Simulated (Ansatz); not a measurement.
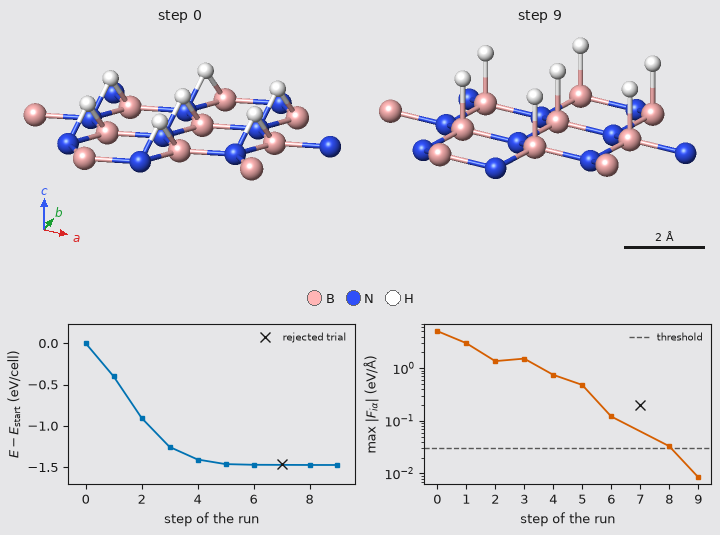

First and last geometry of a constrained relaxation of a slab of composition B₃HN₃ (cut from the R3m phase), with the history of the run. Style: ball-and-stick. Shown: the atoms within 4.2 Å of the atom that moves most (axes of the 3 × 3 repeat of the cell, outlined in the plane, without the vacuum), slightly off an axis.

Case: H put at a bridge B-N site. The slab is the (0 0 1) face of BN with H on it. 2 atoms are held fixed.

These are results of Ansatz 0.2.0, DFT PBE+D3(BJ), scalar-relativistic, plane waves, PAW, not measurements. Set-up: plane-wave cutoff 420 eV; k-point mesh 12 × 12 × 1; occupations gaussian; smearing width 0.05 eV; collinear spin; dipole correction; atoms relaxed in a fixed cell; force threshold 0.03 eV/Å; at most 70 steps.

Q: Did the run converge, and what did it change?

A: It converged. Over 8 accepted moves (9 points after the start) the energy falls by 1.473 eV per cell of the calculation. The largest force component goes from 5.1 to 0.0085 eV/Å. The line search rejected the trial step at point 7 of the run. The H atom moves most: 0.78 Å at 45° to the normal (+c side). Largest moves by element: H 0.78 Å, N 0.22 Å, B 0.21 Å. The cell stays as it was. Some distances before and after: H–N 1.155 → 2.148 Å, B–H 1.156 → 1.322 Å, B–N 1.447 → 1.471 Å. Among the angles between lasting bonds that change: N–B–H 108.2° → 100.4°, N–B–N 120.0° → 116.8°, B–N–B 120.0° → 116.8°. The program noted that the starting moments weren't kept.

Limits of the set-up: the periodic images lie only 2.5 Å apart, so the values are limited by the cell's size.
